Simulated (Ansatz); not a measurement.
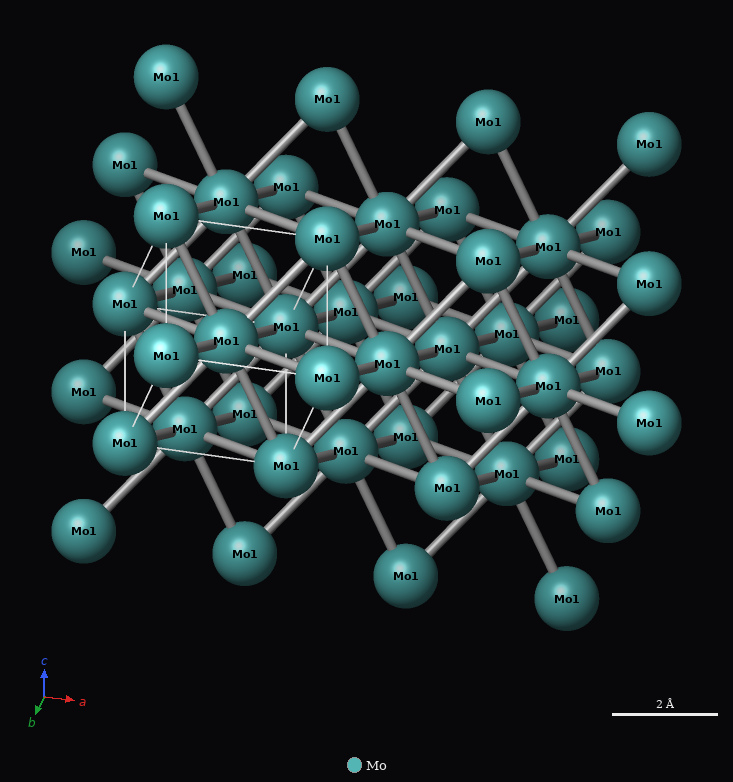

Figure 1. The input geometry of the first run (ball-and-stick view of the cell 2 times as large as that of the calculation, set on its symmetry axes, repeated 3 × 2 × 2, seen at an oblique angle; atoms are numbered from 1 in the order of the input). Near neighbours in the crystal (not all of them lie inside the picture): Mo has 8 Mo at 2.75 Å.

## Two runs on Mo

System: Mo (Im-3m, 1 atom in the cell).
Method of the first run: DFT with r2SCAN, PAW plane waves, no spin polarisation (Ansatz 0.2.0).

The structure derives from an entry of the Crystallography Open Database. Text and figures count atoms from 1; the logs count them from 0 in places.

## The input, the first run
```yaml
crystal:
  lattice:
    - [-1.58932724, 1.58932724, 1.58932724]
    - [1.58932724, -1.58932724, 1.58932724]
    - [1.58932724, 1.58932724, -1.58932724]
  atoms:
    - { symbol: Mo, position: [0.0, 0.0, 0.0] }
  symmetry: { tolerance: 0.0003 }
kpoints:
  mp_grid: { grid: [8, 8, 8], shift: [0, 0, 0] }
magnetization:
  spin_polarized: false
scf:
  occupations: { method: fermi_dirac, width: 0.0238 }
hamiltonian:
  pseudopotentials: { kind: paw }
  xc: r2scan
basis:
  ecutwfc: 500
output:
  forces: true
  stress: true
  eigenvalues: true
```

Launched with:
```bash
ansatz run input.yaml --threads 1 --pin off --max-ram 2560MiB --backend cpu --events-out ev --progress --plain --runs-dir out
```

Hardware: 1 thread of Arm Neoverse V1, 24 GiB of memory available, shared host.

## Output, shortened to warnings, some set-up lines, iterations and results (the first run)
```
Basis set: ecut = 500 eV, 381 PW (Γ), exchange–correlation on 96×96×96 points (64 copies of the dense FFT grid, shifted against one another)
Symmetry: 48 space group operations
k-points: 29 of 512
Initial density: superposition of atomic densities (neutral atoms: chi_scale 0, normalization atom), corrected by the library's trained network
[...]
SCF iter   1: F=—  HF=-4967.572590 eV  |F-HF|=—  |Δ(HF+E_count)|=         —  Δρ=1.12e-2  dr2=1.83e-2  dr2_τ=2.17e-2  ethr=1.77e-3  ⟨swp⟩=5.9  Hψ=2012  notcnv=0
SCF iter   2: F=—  HF=-4967.570357 eV  |F-HF|=—  |Δ(HF+E_count)|=   2.23e-3  Δρ=3.49e-3  dr2=3.69e-4  dr2_τ=8.09e-4  ethr=1.31e-4  ⟨swp⟩=2.9  Hψ=844  notcnv=0  defer=4
SCF iter   3: F=—  HF=-4967.570663 eV  |F-HF|=—  |Δ(HF+E_count)|=   3.06e-4  Δρ=1.73e-3  dr2=9.95e-5  dr2_τ=2.35e-5  ethr=2.63e-6  ⟨swp⟩=1.2  Hψ=344  notcnv=0  defer=4
SCF iter   4: F=—  HF=-4967.570765 eV  |F-HF|=—  |Δ(HF+E_count)|=   1.02e-4  Δρ=6.76e-5  dr2=3.81e-7  dr2_τ=6.93e-8  ethr=7.10e-7  ⟨swp⟩=3.0  Hψ=540  notcnv=0  defer=4
SCF iter   5: F=-4967.570765 eV  HF=-4967.570765 eV  |F-HF|=2.27e-10  |Δ(HF+E_count)|=   4.66e-8  Δρ=9.27e-6  dr2=8.75e-9  dr2_τ=1.79e-9  ethr=2.72e-9  ⟨swp⟩=2.0  Hψ=473  …
SCF iter   6: F=-4967.570765 eV  HF=-4967.570765 eV  |F-HF|=9.73e-11  |Δ(HF+E_count)|=   2.28e-9  Δρ=1.25e-6  dr2=2.08e-10  dr2_τ=3.14e-11  ethr=6.25e-11  ⟨swp⟩=2.4  Hψ=1103  …
SCF 1 converged in 6 iterations: F = -4967.570765 eV  dr2 = 2.08e-10
SCF converged after 6 iterations
Free energy (F): -4967.570765 eV
Harris-Foulkes:  -4967.570765 eV  (|F-HF|=9.73e-11)
Internal energy: -4967.568947 eV  (E = F + TS)
E sigma→0 (E₀):  -4967.569856 eV
Entropy (-TS):   -0.001818 eV (-1.818 meV/atom)
Fermi energy:    20.289719 eV
--- Per-component energies (eV) ---
  E_band       = -76.711606
  E_kinetic    = 438.578552
  E_local      = -799.752446  (includes V_loc(G=0)·N_el)
  E_nonlocal   = 141.786701
  E_hartree    = 262.804151
  E_xc         = -178.178738
  E_vxc        = -255.735973  (∫ρ·V_xc dr)
  E_paw        = -3216.946443  (= ΣΔE_a)
  E_vpaw       = -144.120871  (= ΣTr[D̂ρ^β])
  E_aug_tail   = 0.000003  (compensation charges beyond the density's cutoff)
  E_vtau       = 16.923688  (kinetic-family band-sum trace: ∫τ·v_τ [+ j·A + Jᵃ·Aᵃ] dr)
  E_ewald      = -1615.639522
  E_core_change = -0.221204  (= ΣΔE_core)
  E_smearing   = -0.001818  (= −TS)
  E_closure    = 0.000000  (closes the sum)
  Σ components = -4967.570765   (vs F -4967.570765, Δ=0.00e0)
--- Forces (eV/Å), atoms counted from 1 ---
  atom   1  Mo    -0.00000000     0.00000000    -0.00000000
  max |Σ_I F_I| component: 4.72e-32 eV/Å
--- Stress (GPa, compression-positive) ---
       -5.581900       0.000000       0.000000
        0.000000      -5.581900      -0.000000
       -0.000000       0.000000      -5.581900
  P = ⅓ Tr σ = -5.5819 GPa (-55.819 kbar)
```

For the second run the input was changed thus:
```diff
-  xc: r2scan
+  xc: revpbe
```

Predict how the results change.

The total energies belong to different methods, so their difference says nothing on which is more stable or more accurate. The pressure goes from −5.58 to −1.24 GPa. The functional changes from r2SCAN to revPBE. The number of SCF iterations is the same.

## Output, shortened to warnings, some set-up lines, iterations and results (the second run)
```
Basis set: ecut = 500 eV, 381 PW (Γ), exchange–correlation on 48×48×48 points (8 copies of the dense FFT grid, shifted against one another)
Symmetry: 48 space group operations
k-points: 29 of 512
Initial density: superposition of atomic densities (neutral atoms: chi_scale 0, normalization atom), corrected by the library's trained network
[...]
SCF iter   1: F=—  HF=-4960.989003 eV  |F-HF|=—  |Δ(HF+E_count)|=         —  Δρ=2.80e-3  dr2=8.35e-4  ethr=1.77e-3  ⟨swp⟩=5.5  Hψ=1924  notcnv=0
SCF iter   2: F=—  HF=-4960.989053 eV  |F-HF|=—  |Δ(HF+E_count)|=   5.09e-5  Δρ=1.36e-3  dr2=1.17e-4  ethr=5.97e-6  ⟨swp⟩=2.9  Hψ=778  notcnv=0
SCF iter   3: F=—  HF=-4960.989080 eV  |F-HF|=—  |Δ(HF+E_count)|=   2.66e-5  Δρ=3.94e-4  dr2=1.39e-5  ethr=8.39e-7  ⟨swp⟩=1.8  Hψ=460  notcnv=0
SCF iter   4: F=—  HF=-4960.989082 eV  |F-HF|=—  |Δ(HF+E_count)|=   1.57e-6  Δρ=4.68e-5  dr2=8.91e-8  ethr=9.93e-8  ⟨swp⟩=2.0  Hψ=376  notcnv=0
SCF iter   5: F=-4960.989082 eV  HF=-4960.989082 eV  |F-HF|=4.00e-9  |Δ(HF+E_count)|=   2.59e-8  Δρ=1.33e-5  dr2=8.60e-9  ethr=6.37e-10  ⟨swp⟩=2.3  Hψ=514  notcnv=0
SCF iter   6: F=-4960.989082 eV  HF=-4960.989082 eV  |F-HF|=1.66e-10  |Δ(HF+E_count)|=   2.52e-9  Δρ=3.63e-6  dr2=4.90e-10  ethr=6.14e-11  ⟨swp⟩=1.5  Hψ=1005  notcnv=0
SCF 1 converged in 6 iterations: F = -4960.989082 eV  dr2 = 4.90e-10
SCF converged after 6 iterations
Free energy (F): -4960.989082 eV
Harris-Foulkes:  -4960.989082 eV  (|F-HF|=1.66e-10)
Internal energy: -4960.987244 eV  (E = F + TS)
E sigma→0 (E₀):  -4960.988163 eV
Entropy (-TS):   -0.001838 eV (-1.838 meV/atom)
Fermi energy:    20.384067 eV
--- Per-component energies (eV) ---
  E_band       = -63.060081
  E_kinetic    = 439.866137
  E_local      = -802.224997  (includes V_loc(G=0)·N_el)
  E_nonlocal   = 141.675267
  E_hartree    = 264.694957
  E_xc         = -183.389362
  E_vxc        = -228.659824  (∫ρ·V_xc dr)
  E_paw        = -3205.904140  (= ΣΔE_a)
  E_vpaw       = -143.106431  (= ΣTr[D̂ρ^β])
  E_aug_tail   = 0.000004  (compensation charges beyond the density's cutoff)
  E_ewald      = -1615.639522
  E_core_change = -0.065588  (= ΣΔE_core)
  E_smearing   = -0.001838  (= −TS)
  E_closure    = 0.000000  (closes the sum)
  Σ components = -4960.989082   (vs F -4960.989082, Δ=0.00e0)
--- Forces (eV/Å), atoms counted from 1 ---
  atom   1  Mo    -0.00000000     0.00000000     0.00000000
  max |Σ_I F_I| component: 8.83e-32 eV/Å
--- Stress (GPa, compression-positive) ---
       -1.236795      -0.000000      -0.000000
        0.000000      -1.236795       0.000000
        0.000000      -0.000000      -1.236795
  P = ⅓ Tr σ = -1.2368 GPa (-12.368 kbar)
```

## The two runs side by side

| quantity | the first run | the second run |
| --- | --- | --- |
| outcome | converged | converged |
| free energy per atom (eV) | −4967.5708 | −4960.9891 |
| energy per atom, smearing taken to zero (eV) | −4967.5699 | −4960.9882 |
| pressure (GPa) | −5.58 | −1.24 |
| largest force (eV/Å) | 0.000 | 0.000 |
| SCF iterations | 6 | 6 |
| irreducible k-points | 29 | 29 |
| plane waves at Γ | 381 | 381 |
| wall time (shared host) | 1.4 s | 0.72 s |

For the first run: The cell is under a tension of 5.6 GPa at this level, so it is not at its equilibrium volume.
